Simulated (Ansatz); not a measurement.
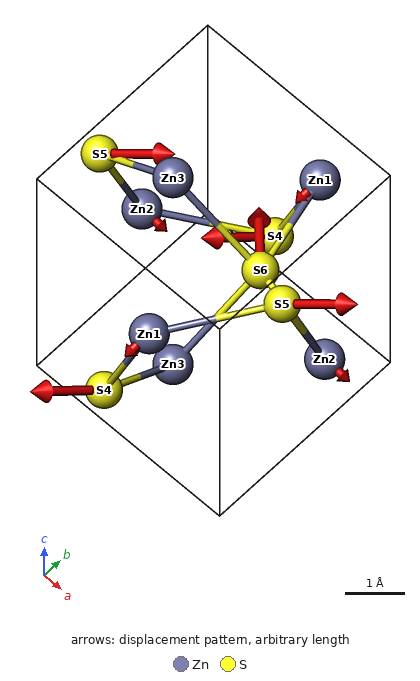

One vibrational mode of a crystal of ZnS (a generated structure) at the zone centre. The red arrows are the displacements of the atoms (eigenvector over the root of the mass), of arbitrary overall length and sign. Style: ball-and-stick. Shown: the cell of the calculation, from a free direction.

The calculation used DFT PBE, scalar-relativistic, plane waves, PAW (Ansatz).

The input:
```yaml
crystal:
  lattice:
    - [6.0762190948, 0.0, 0.0]
    - [-3.0381095474, 5.2621600951, 0.0]
    - [0.0, 0.0, 3.6991524234]
  atoms:
    - { symbol: Zn, position: [0.6152262802, 0.0, 0.6666666667] }
    - { symbol: Zn, position: [0.0, 0.6152262802, 0.3333333333] }
    - { symbol: Zn, position: [0.3847737198, 0.3847737198, 0.0] }
    - { symbol: S, position: [0.3674804958, 0.0, 0.1666666667] }
    - { symbol: S, position: [0.0, 0.3674804958, 0.8333333333] }
    - { symbol: S, position: [0.6325195042, 0.6325195042, 0.5] }
basis:
  ecutwfc: 420
kpoints:
  mp_grid: { grid: [6, 6, 8] }
hamiltonian:
  xc: pbe
scf:
  occupations: { method: fixed }
output:
  eigenvalues: true
phonons:
  method: dfpt
  dielectric: true
  rigid_motions: translations
  eigenvectors: true
  qmesh: [1, 1, 2]
  temperatures: { t_max: 1000, t_step: 100 }
  qpath:
    path:
      - [[0.0, 0.0, 0.0], [0.5, 0.0, 0.0], [0.33333333, 0.33333333, 0.0], [0.0, 0.0, 0.0], [0.0, 0.0, 0.5], [0.5, 0.0, 0.5], [0.33333333, 0.33333333, 0.5], [0.0, 0.0, 0.5]]
      - [[0.5, 0.0, 0.5], [0.5, 0.0, 0.0]]
      - [[0.33333333, 0.33333333, 0.5], [0.33333333, 0.33333333, 0.0]]
    npoints: 8
```

Command:
```bash
ansatz run input.yaml --threads 1 --pin off --max-ram 2560MiB --backend cpu --events-out ev --progress --plain --runs-dir out
```

Frequencies are those without the non-analytic (LO–TO) term.

Q: Give the symmetry, activity and frequency of this mode.

A: This is the A₂ mode at 353 cm⁻¹, the highest optical level, infrared-active by symmetry. Of the bonds it mainly stretches S–Zn, some lengthening while others shorten; the kinetic energy is shared as S 89 %, Zn 11 %. Its infrared intensity is 2.1 (D/Å)²/amu.
